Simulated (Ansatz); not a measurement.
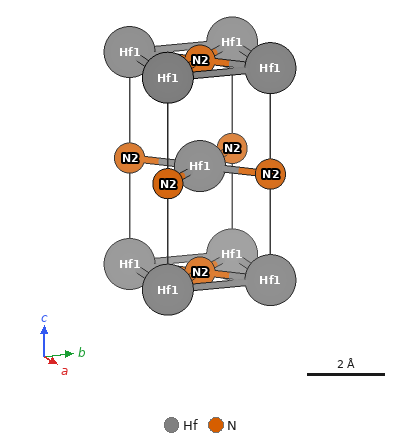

The structure (ball-and-stick view of the cell 2 times as large as that of the calculation, set on its symmetry axes, seen slightly off an axis; atoms are numbered from 1 in the order of the input). An atom can appear more than once, as a periodic image.

## Single-point calculation, with input and output: HfN

The run: single-point calculation of HfN (I4/mmm, 2 atoms in the cell). Method and program: DFT PBEsol, scalar-relativistic, plane waves, PAW, no spin polarisation (Ansatz 0.2.0).

The structure derives from an entry of the Crystallography Open Database. It belongs to a series of runs on one base structure; here: ratio of the length along z to the lengths across it x 1.414, volume and fractional coordinates fixed. Figures and captions count atoms from 1; the log counts them from 0 in places.

**The input**
```yaml
crystal:
  lattice:
    - [0.0, 2.01264152, 2.8458751093]
    - [2.01264152, 0.0, 2.8458751093]
    - [2.01264152, 2.01264152, 0.0]
  atoms:
    - { symbol: Hf, position: [0.0, 0.0, 0.0] }
    - { symbol: "N", position: [0.5, 0.5, 0.5] }
basis:
  ecutwfc: 420
kpoints:
  mp_grid: { grid: [20, 20, 20] }
hamiltonian:
  xc: pbesol
scf:
  occupations: { method: gaussian, width: 0.15 }
output:
  forces: true
  stress: true
  eigenvalues: true
  write_density: true
  write_potential: true
  elf: true
  volumetric_format: npy
```

Command:
```bash
ansatz run input.yaml --threads 1 --pin off --max-ram 2560MiB --backend cpu --events-out ev --progress --plain --runs-dir out
```

**Log**
```
Engine: ansatz 0.2.0, aarch64-unknown-linux-gnu
Pseudopotentials: kind: paw
Pseudopotential: Hf, paw, valence charge 26, recommended cutoff 420 eV (normal), Hf.paw.azcp
Pseudopotential: N, paw, valence charge 5, recommended cutoff 420 eV (normal), N.paw.azcp
Functional definition: PBEsol
  exchange = pbesol_x
  correlation = pbesol_c
Crystal: 2 atoms, lattice volume = 23.056 Å³
Basis set: ecut = 420 eV, 445 PW (Γ), exchange–correlation on 48×48×40 points (8 copies of the dense FFT grid, shifted against one another)
Bands: 20, of which v1, the nominal top of the filled ones, is band 16 counted from 1 (15 counted from 0)
Symmetry: 16 space group operations
Space group: I4/mmm (ITA 139), of the structure as read, at distance tolerance 2.8e-5 Å
k-points: 641 of 8000
Non-local potential: Hf, projectors of the file, l = 0: 3, l = 1: 2, l = 2: 2, l = 3: 3
Non-local potential: N, projectors of the file, l = 0: 2, l = 1: 2, l = 2: 1
PAW form: soft (Blöchl's): semilocal exchange-correlation on the pseudo side does not see the compensation charge
PAW frozen core: Hf, regenerated for the run's functional, and the local potential with it (the file was generated under x = pbe(κ = 0.804, μ = 0.2195149727645171), c = pbe(β = 0.06672455060314922))
PAW frozen core: N, regenerated for the run's functional, and the local potential with it (the file was generated under x = pbe(κ = 0.804, μ = 0.2195149727645171), c = pbe(β = 0.06672455060314922))
PAW one-centre angular grid: Hf, 590 points (default); XC on 64 Gauss nodes
PAW one-centre angular grid: N, 110 points (default); XC on 64 Gauss nodes
Initial density: superposition of atomic densities (neutral atoms: chi_scale 0, normalization atom), corrected by the library's trained network
Initial wavefunctions: pseudopotential atomic-orbital guess
Functional: x = pbesol(κ = 0.804, μ = 0.12345679012345678), c = pbesol(β = 0.046)
SCF iter   1: F=—  HF=-15978.295315 eV  |F-HF|=—  |Δ(HF+E_count)|=         —  Δρ=7.83e-3  dr2=7.90e-3  ethr=1.77e-3  ⟨swp⟩=4.9  Hψ=53040  notcnv=0
preconditioner: auto → Kerker (q_TF=auto, 2.866 Å⁻¹)  [metal: Δε(μ)=0.005 eV  Ē_g=18.870 eV  σ=0.150 eV  W_gap=0.02  n_scr=10 (ndim 8)  ℏωp=41.6 eV  f_vac=0.000  D(μ)=0.65/eV (n_scr^D=2)]
SCF iter   2: F=—  HF=-15978.295007 eV  |F-HF|=—  |Δ(HF+E_count)|=   3.08e-4  Δρ=3.46e-3  dr2=1.36e-3  ethr=2.55e-5  ⟨swp⟩=1.7  Hψ=19247  notcnv=0
SCF iter   3: F=—  HF=-15978.295570 eV  |F-HF|=—  |Δ(HF+E_count)|=   5.63e-4  Δρ=1.03e-3  dr2=1.77e-4  ethr=4.40e-6  ⟨swp⟩=2.5  Hψ=22606  notcnv=0
SCF iter   4: F=—  HF=-15978.295595 eV  |F-HF|=—  |Δ(HF+E_count)|=   2.48e-5  Δρ=3.16e-4  dr2=2.19e-5  ethr=5.72e-7  ⟨swp⟩=2.0  Hψ=22448  notcnv=0
SCF iter   5: F=—  HF=-15978.295587 eV  |F-HF|=—  |Δ(HF+E_count)|=   8.28e-6  Δρ=1.22e-4  dr2=3.75e-6  ethr=7.07e-8  ⟨swp⟩=2.0  Hψ=22009  notcnv=0
SCF iter   6: F=—  HF=-15978.295584 eV  |F-HF|=—  |Δ(HF+E_count)|=   3.06e-6  Δρ=4.14e-5  dr2=4.36e-7  ethr=1.21e-8  ⟨swp⟩=2.4  Hψ=22715  notcnv=0
SCF iter   7: F=-15978.295584 eV  HF=-15978.295584 eV  |F-HF|=1.79e-8  |Δ(HF+E_count)|=   4.71e-8  Δρ=1.19e-5  dr2=3.94e-8  ethr=3.23e-10  ⟨swp⟩=10.9  Hψ=95832  notcnv=0
SCF 1 converged in 7 iterations: F = -15978.295584 eV  dr2 = 3.94e-8
  Residual-converged pass: ⟨swp⟩=1.0  Hψ=15401  notcnv=0  max |occ|·‖R‖ = 7.1e-9 eV (tolerance 1.0e-8 eV)  dr2=3.94e-8  dr2_onsite=1.47e-8  max |Δocc| = 1.5e-10
  greatest PAW one-centre occupation: 0.998 electrons in one spin orbital (limit 2), on the Hf atom at site 0 (counted from 0), in its partial waves of l = 3
SCF converged after 7 iterations
Free energy (F): -15978.295584 eV
Harris-Foulkes:  -15978.295584 eV  (|F-HF|=1.79e-8)
Internal energy: -15978.288308 eV  (E = F + TS)
E sigma→0 (E₀):  -15978.291946 eV
Entropy (-TS):   -0.007276 eV (-3.638 meV/atom)
Fermi energy:    23.258552 eV
--- Per-component energies (eV) ---
  E_band       = 181.500600
  E_kinetic    = 570.459799
  E_local      = -4989.990032  (includes V_loc(G=0)·N_el)
  E_nonlocal   = -1189.154757
  E_hartree    = 2373.463238
  E_xc         = -362.386817
  E_vxc        = -348.797867  (∫ρ·V_xc dr)
  E_paw        = -6934.002171  (= ΣΔE_a)
  E_vpaw       = 1392.064491  (= ΣTr[D̂ρ^β])
  E_aug_tail   = 0.000096  (compensation charges beyond the density's cutoff)
  E_ewald      = -5447.956855
  E_core_change = 1.279190  (= ΣΔE_core)
  E_smearing   = -0.007276  (= −TS)
  E_closure    = 0.000000  (closes the sum)
  Σ components = -15978.295584   (vs F -15978.295584, Δ=0.00e0)
--- Forces (eV/Å), atoms counted from 1 ---
  atom   1  Hf     0.00000000     0.00000000     0.00000000
  atom   2  N      0.00000000     0.00000000    -0.00000000
  max |Σ_I F_I| component: 9.47e-30 eV/Å
--- Stress (GPa, compression-positive) ---
       98.863540       0.000000       0.000000
        0.000000      98.863540       0.000000
        0.000000       0.000000     -14.263790
  P = ⅓ Tr σ = 61.1544 GPa (611.544 kbar)
--- Band table (eV; the first three rows and the last of 641) ---
  k-point 0: bands = ["-38.7407", "-7.5129", "-7.0944", "-7.0944", "5.7690", "11.3443", "11.3865", "11.3865", "11.4556", "11.5555", "11.5791", "11.5791", "19.8980", "19.9926", "20.9060", "21.3412", "21.3412", "25.3593", "25.3593", "27.9329"]
  k-point 1: bands = ["-38.7382", "-7.5150", "-7.1406", "-7.0894", "5.8481", "11.3465", "11.3871", "11.3897", "11.4570", "11.5547", "11.5751", "11.5795", "19.4889", "20.3889", "20.5379", "21.1258", "21.6745", "25.3767", "25.4065", "28.2258"]
  k-point 2: bands = ["-38.7307", "-7.5220", "-7.2712", "-7.0752", "6.0772", "11.3528", "11.3898", "11.3990", "11.4611", "11.5522", "11.5639", "11.5811", "19.0053", "19.9346", "20.5781", "20.8431", "22.1997", "25.4412", "25.5446", "29.0049"]
  k-point 640: bands = ["-38.7156", "-7.9978", "-7.1669", "-7.1669", "6.3361", "11.4000", "11.4000", "11.4096", "11.4896", "11.5409", "11.5492", "11.5492", "16.9048", "19.9244", "21.1336", "21.1336", "28.3441", "28.6125", "28.6125", "28.8776"]
```

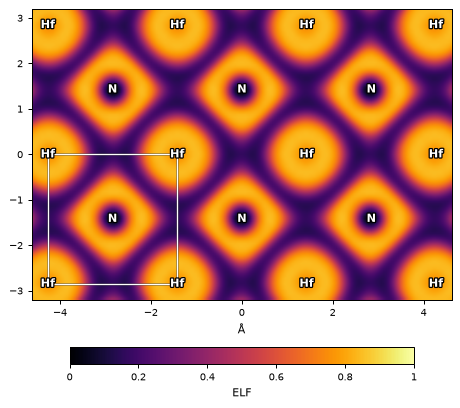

ELF on the (001) plane of the conventional cell. Hf–N (2.01 Å): the ELF peaks at about 0.80 in the valence shell of N, 0.6 Å from its nucleus, and drops to about 0.20 between the two atoms (a polar contact without a shared pair, in a metal). Hf–Hf (2.85 Å): the ELF is about 0.15 at the midpoint; no shared electron pair. The strong features right at Hf lie inside the PAW spheres (semicore, d or f shells) and say nothing about bonding. In a PAW calculation such maps are meaningful between the atoms, not at the nuclei.

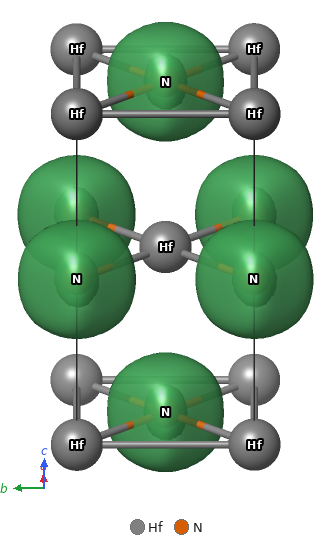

Isosurface of the electron localisation function at 0.6 (green), seen at an oblique angle. Core shells and regions of very low density are left out. Sticks mark near contacts. The outline is the cell set on symmetry axes. Along the contacts the grid gives the following. Hf–N (2.01 Å): the ELF peaks at about 0.80 in the valence shell of N, 0.6 Å from its nucleus, and drops to about 0.20 between the two atoms (a polar contact without a shared pair, in a metal). Hf–Hf (2.85 Å): the ELF is about 0.15 at the midpoint; no localised pair between them.

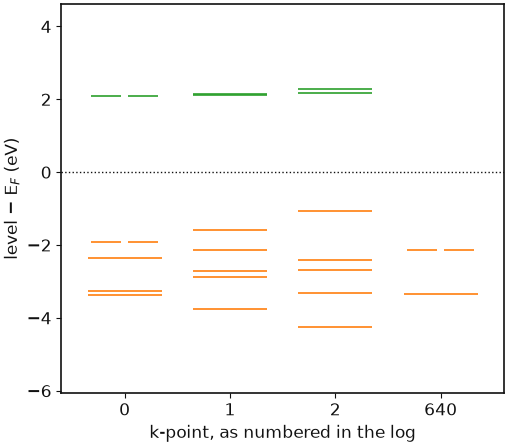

Kohn–Sham levels near the Fermi level (dotted) at the few k-points that the log prints; levels within 0.02 eV of each other stand side by side. The system is metallic on the full mesh.

**Summary**

```csv
quantity,value
outcome,converged
space group (tolerance 0.01 Å),I4/mmm (139)
electrons treated,31
free energy,−15978.2956 eV
Fermi energy,23.259 eV
gap on the k-point mesh,none (metallic)
pressure,61.15 GPa
largest force (length of the vector),under 0.001 eV/Å
hardware,"1 thread of Arm Neoverse V1, 24 GiB of memory available, shared host"
wall time,23 s
peak memory,0.5 GiB
```

Spin–orbit coupling is left out, which matters for Hf. The cell holds an odd number of electrons but the run has no spin polarisation, so a band is left half filled.
